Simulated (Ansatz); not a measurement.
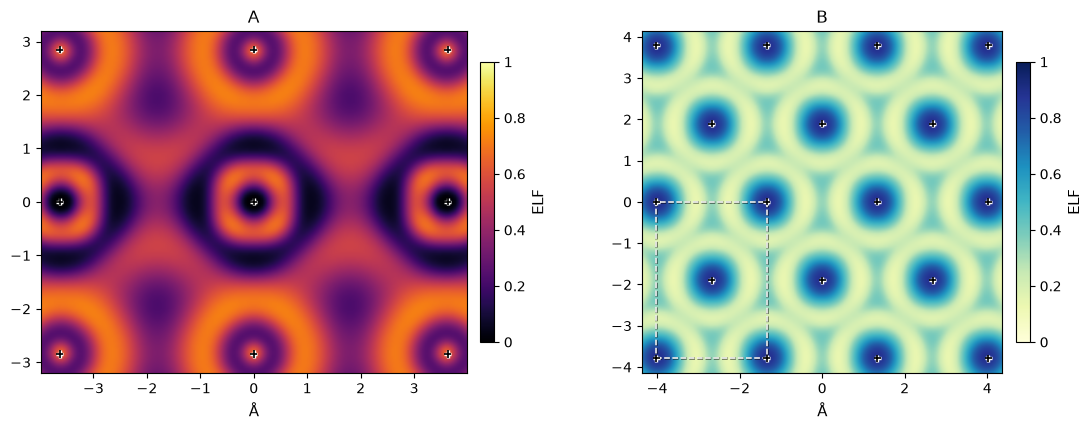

The ELF of 2 systems, each on a plane through atoms (crosses mark nuclei in the plane).

Level of theory: DFT, r2SCAN, PAW with Ansatz's default frozen-core files, scalar-relativistic in Ansatz 0.2.0.

System 1: TiSi, the (011) plane of the conventional cell. Space group Cmmm; a structure from a database of computed crystals, not necessarily the ambient phase; the program warned that a starting moment wasn't kept; spin-polarised, but the moments vanished.

```xyz
4
Lattice="3.6324 0.0000 0.0000 0.0000 4.2352 0.0000 0.0000 0.0000 3.8039" Properties=species:S:1:pos:R:3 pbc="T T T"
Ti    0.0000    2.1176    0.0000
Ti    1.8162    0.0000    0.0000
Si    0.0000    0.0000    1.9020
Si    1.8162    2.1176    1.9020
```

System 2: Fe, the (101) plane of the conventional cell. Space group Im-3m; computed pressure about 48 GPa in this cell; spin-polarised.

```
CELL_PARAMETERS angstrom
2.67913 0.00000 0.00000
0.00000 2.67913 0.00000
0.00000 0.00000 2.67913
ATOMIC_POSITIONS crystal
Fe 0.00000 0.00000 0.00000
Fe 0.50000 0.50000 0.50000
```

Which map belongs to which system?

Panel A is system 1, TiSi: the plane holds Ti and Si. Ti–Si (2.85 Å): the ELF peaks at about 0.70 in the valence shell of Si, 1.0 Å from its nucleus, and is about 0.35 at the midpoint. Panel B is system 2, Fe: the plane holds Fe. Fe–Fe (2.32 Å): the ELF is about 0.25 at the midpoint; no shared electron pair shows on this line.
